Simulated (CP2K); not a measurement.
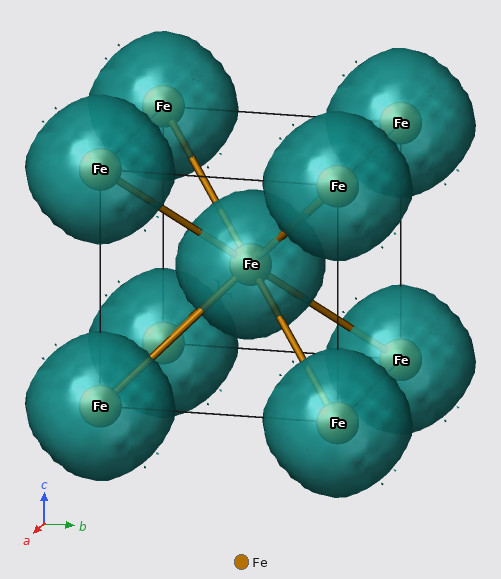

The picture shows: Fe. Isosurface of the magnetisation density (up minus down) at +0.15 e/Å³ (teal), seen slightly off an axis. Sticks mark near contacts.

Space group Im-3m; computed pressure about −12 GPa in this cell; spin-polarised.

Theory: Kohn-Sham DFT of a periodic cell, PBEsol, GTH-PBE with UZH-TZVP basis (CP2K 2026.2).

Core electrons are replaced by pseudopotentials, and the valence fields are smoothed inside the atomic spheres.

```cif
data_structure
_symmetry_space_group_name_H-M 'P 1'
_symmetry_Int_Tables_number 1
_cell_length_a 2.8860
_cell_length_b 2.8860
_cell_length_c 2.8860
_cell_angle_alpha 90.000
_cell_angle_beta 90.000
_cell_angle_gamma 90.000
_cell_volume 24.04
loop_
_atom_site_label
_atom_site_type_symbol
_atom_site_fract_x
_atom_site_fract_y
_atom_site_fract_z
_atom_site_occupancy
Fe1 Fe 0.00000 0.00000 0.00000 1
Fe2 Fe 0.50000 0.50000 0.50000 1
```

Which atoms carry the moments, and with what signs?

Answer. The spin density sits on Fe: +2.5 μB (×2) in one cell of 2 atoms: parallel main moments, as they must be, since the calculation's own cell holds one magnetic site. The cell of the calculation (1 atoms) carries 2.5 μB of net spin moment.
